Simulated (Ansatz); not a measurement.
Ir

```
Ir
1.0
     2.75138    0.00000    0.00000
    -1.37569    2.38276    0.00000
     0.00000    0.00000    4.46229
Ir
2
Direct
  0.66667 0.33333 0.75000
  0.33333 0.66667 0.25000
```

Space group P6₃/mmc; a structure from a database of computed crystals, not necessarily the ambient phase; computed pressure about −8 GPa in this cell; spin-polarised.

The calculation used Ansatz 0.2.0, DFT, r2SCAN, PAW with Ansatz's default frozen-core files, scalar-relativistic.

In a PAW calculation such maps are meaningful between the atoms, not at the nuclei.

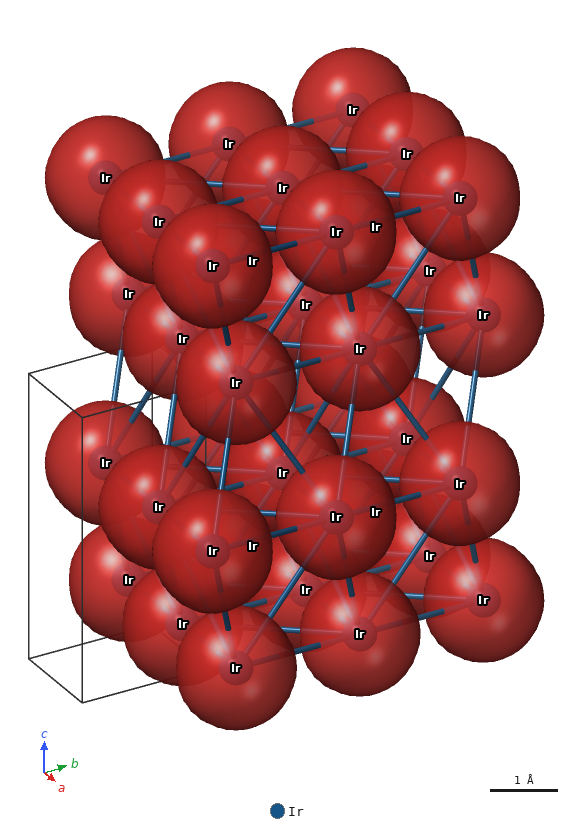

Figure 1. Isosurface of the magnetisation density (up minus down) at +0.04 e/Å³ (red), seen slightly off an axis. Sticks mark near contacts.

Where is the spin, and how is it ordered?

The spin density sits on Ir: +0.3 μB (×2) in one cell of 2 atoms: parallel main moments (a ferromagnetic arrangement) in this solution. The cell of the calculation (2 atoms) carries 0.7 μB of net spin moment.

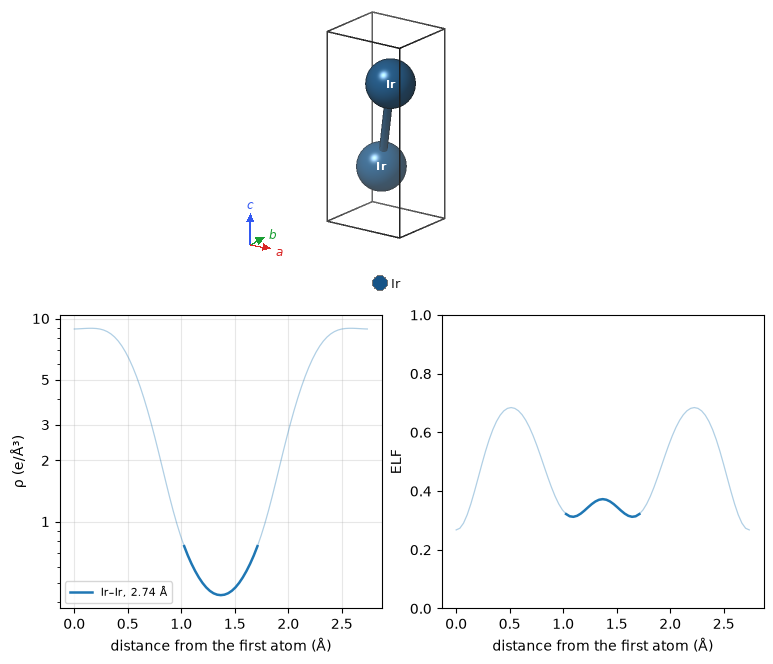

Figure 2. Valence charge density (pseudo) and electron localisation function along straight lines between neighbouring atoms. Thin, pale parts lie inside the atomic spheres. The structure is drawn too.

What can be read from the curves?

Ir–Ir (2.74 Å): the density is about 0.43 e/Å³ at the midpoint; the ELF is about 0.35 at the midpoint.

Metal or insulator at this level of theory?

It is metallic or semimetallic at this level of theory: no gap opens.
